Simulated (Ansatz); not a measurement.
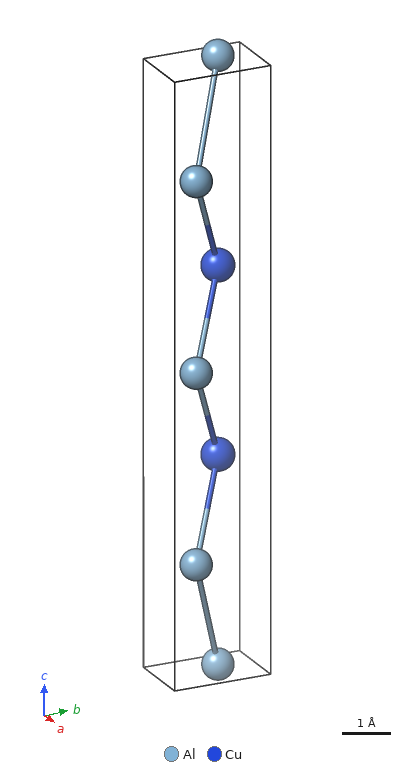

The figure gives a ball-and-stick picture of the atoms, viewed slightly off an axis. The box is the conventional unit cell; atoms on or close to its faces, edges and corners are drawn wherever they repeat. Cell: a = 2.80 Å, b = 2.80 Å, c = 13.05 Å, α = 90.00°, β = 90.00°, γ = 120.00°.

The cell started as a structure type filled with these elements by a generator (whether the compound takes this form wasn't checked). Earlier steps of the study may have refined or changed the cell and positions. A calculation with Ansatz used it as input.

Describe the crystal.

It has the composition Al2Cu. It belongs to space group P-6m2 (No. 187) and has a primitive hexagonal lattice. It has 6 atoms to the cell (4 Al, 2 Cu). Numbers of contacts at bonding distance: Al 12 and Cu 12.

Electronic-structure method: DFT PBE, scalar-relativistic, plane waves, PAW (Ansatz 0.2.0). Parameters: plane waves up to 420 eV, an 18×18×4 mesh of k-points, Gaussian smearing of 0.1 eV, no spin polarisation.

Does it come out as a metal, or with a gap?

A metal: bands cross the Fermi level.

State the Bader charges by element.

Al +0.07 to +0.82 e; Cu -0.76 e.

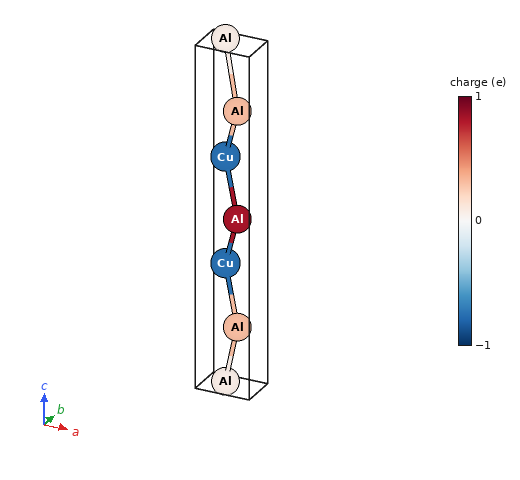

The atoms coloured by those charges. The run's cell of 6 atoms is drawn.

Is this an equilibrium geometry for the method given?

Yes. The largest force is 0.01 eV/Å. The pressure is 0.0 GPa, close to zero.
